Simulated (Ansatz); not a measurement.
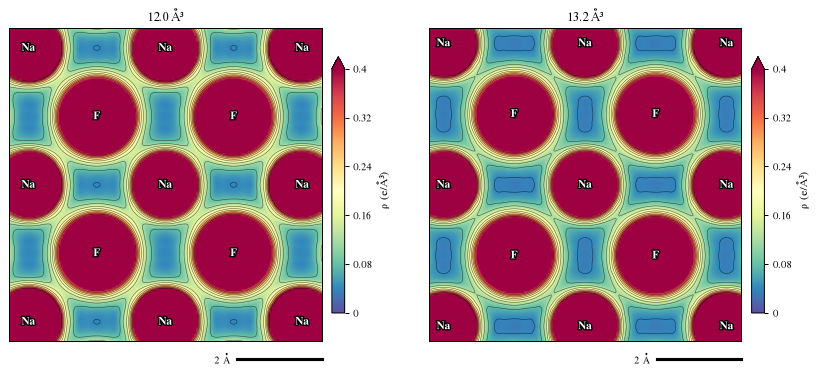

NaF. The valence pseudo-density of cells scaled evenly to different volumes (given per atom above each panel), on the (110) plane of each (indices in the axes of the cell below), at one length scale and on one colour scale.

Computed with Ansatz, Kohn-Sham DFT of a periodic cell, LDA, Ansatz PAW.

Core electrons are frozen (PAW), and the valence fields are smoothed inside the atomic spheres.

The largest cell:

```xyz
2
Lattice="0.0000 2.3655 2.3655 2.3655 0.0000 2.3655 2.3655 2.3655 0.0000" Properties=species:S:1:pos:R:3 pbc="T T T"
Na    0.0000    0.0000    0.0000
F     2.3655    2.3655    2.3655
```

| volume (Å³/atom) | Na–F contact in the plane (Å) | ρ at its midpoint (e/Å³) | pressure (GPa) | gap on the mesh (eV) | 
| --- | --- | --- | --- | --- |
| 11.99 | 2.289 | 0.163 | −2.7 | 6.18 | 
| 12.24 | 2.304 | ? | ? | ? | 
| 13.24 | 2.366 | 0.138 | −6.4 | 5.66 | 

> What values belong in the row with question marks?

Over the known rows ln ρ falls by 2.16 per Å of Na–F distance (the line through the two), which gives 0.158 e/Å³ at 2.304 Å; the calculation gives 0.158 e/Å³. For the pressure, a straight line in volume between the neighbouring rows gives −3.4 GPa; the calculation gives −3.6. For the gap on the mesh, a straight line in volume between the neighbouring rows gives 6.08 eV; the calculation gives 6.06.
